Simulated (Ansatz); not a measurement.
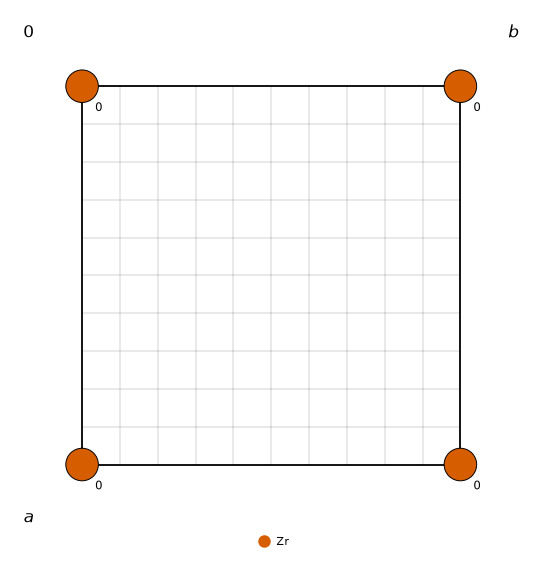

Plan of a unit cell projected along c (a down the page, b across); the numbers are heights as fractions of c, and atoms on the cell's edges are repeated. The grid marks tenths of a and b. Source: the input geometry of an electronic-structure calculation (not necessarily at equilibrium); the starting structure was generated, so it need not be a known form of this composition. Geometry calculated from the standardised cell; symmetry tolerance 0.002 Å.

a = 2.941 Å, b = 2.941 Å, c = 2.941 Å, α = 90.00°, β = 90.00°, γ = 90.00°.

**What does the cell contain?**

1 Zr: Zr, Z = 1.

**Which space group?**

Pm-3m (No. 221), primitive cubic.

**Give the fractional coordinates of all atoms, to two places.**

| atom | x | y | z |
| --- | --- | --- | --- |
| Zr | 0.00 | 0.00 | 0.00 |
